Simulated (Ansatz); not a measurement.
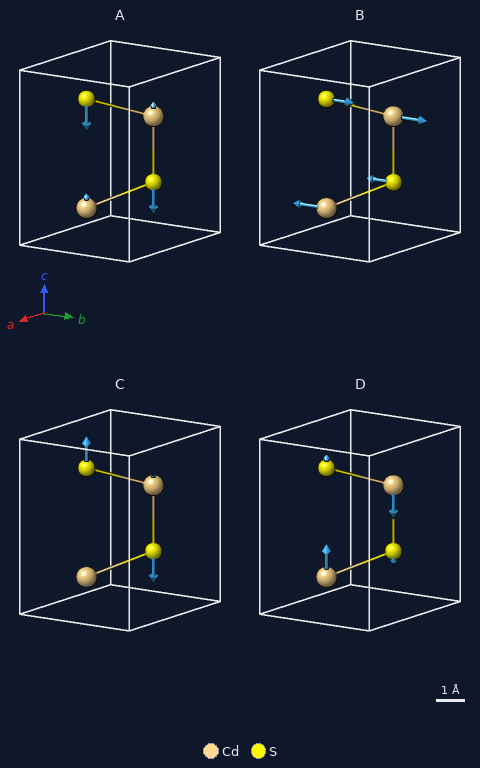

Four optical modes of solid CdS (a generated structure) at the zone centre, in no order (one member of each degenerate set). The blue arrows are the displacements of the atoms (eigenvector over the root of the mass), of arbitrary overall length and sign. Style: ball-and-stick. Shown: the cell of the calculation, from a free direction.

These are results of Ansatz, DFT PBE, scalar-relativistic, plane waves, PAW, not measurements. Settings: plane-wave cutoff 420 eV; k-point mesh 6 × 6 × 4; occupations fixed; no spin polarisation.

Frequencies are those without the non-analytic (LO–TO) term.

Order them from the lowest to the highest frequency (imaginary ones first).

B (43 cm⁻¹), D (129 cm⁻¹), A (212 cm⁻¹), C (280 cm⁻¹). B, E₂: All motion is along b; atoms of one kind move against one another, with no net shift of any sublattice; it mainly bends the Cd–S bonds; the kinetic energy is shared as Cd 84 %, S 16 %. D, B₁: All motion is along c; atoms of one kind move against one another, with no net shift of any sublattice; the kinetic energy is shared as Cd 98 %, S 2 %. A, A₁: The S sublattice moves against the Cd sublattice, along c; it stretches the shortest Cd–S bonds (2.57 Å); the kinetic energy is shared as S 78 %, Cd 22 %. C, B₁: All motion is along c; atoms of one kind move against one another, with no net shift of any sublattice; it stretches the shortest Cd–S bonds (2.57 Å); the kinetic energy is shared as S 98 %, Cd 2 %.
